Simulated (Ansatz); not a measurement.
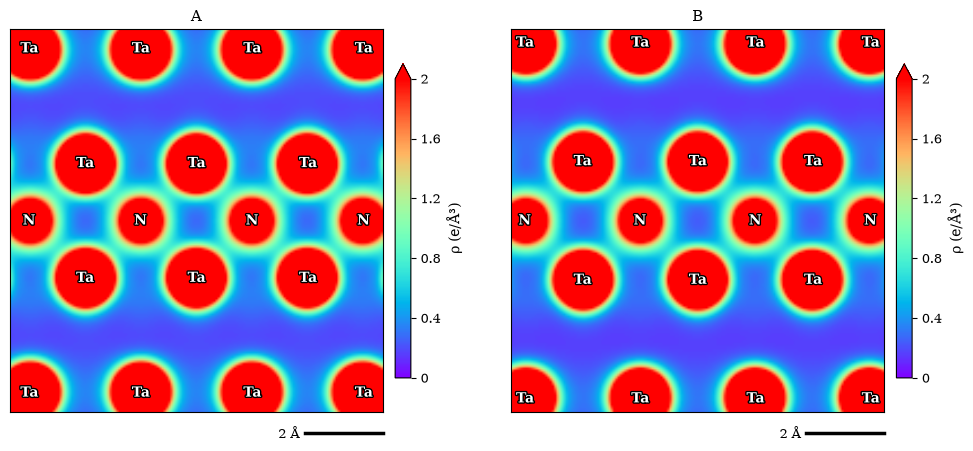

TaN. The valence pseudo-density of two cells that differ in size, on the (110) plane of each (indices in the axes of the calculation cell), at one length scale and on one colour scale; one has 10.8 and the other 12.0 Å³ an atom.

Computed with DFT, LDA, PAW with Ansatz's default frozen-core files, scalar-relativistic in Ansatz.

The larger cell:

```
Ta N
1.0
     5.28669    0.00000    0.00000
    -2.64335    4.57841    0.00000
     0.00000    0.00000    2.96503
Ta N
3 3
Direct
  0.00000 0.00000 0.00000
  0.33333 0.66667 0.50000
  0.66667 0.33333 0.50000
  0.50000 0.00000 0.00000
  0.50000 0.50000 0.00000
  0.00000 0.50000 0.00000
```

The smaller cell: a = 5.115 Å, b = 5.115 Å, c = 2.869 Å, α = 90.00°, β = 90.00°, γ = 120.00°.

Which panel shows the smaller cell, and what does the compression change?

Panel A is the smaller cell, by 9 % in volume. From the larger cell to the smaller, Ta–Ta goes from 2.97 to 2.87 Å, and the density at its midpoint from 0.31 to 0.35 e/Å³; Ta–N goes from 2.13 to 2.06 Å, and the density at its midpoint from 0.69 to 0.81 e/Å³; the pressure goes from −21 to 9 GPa.
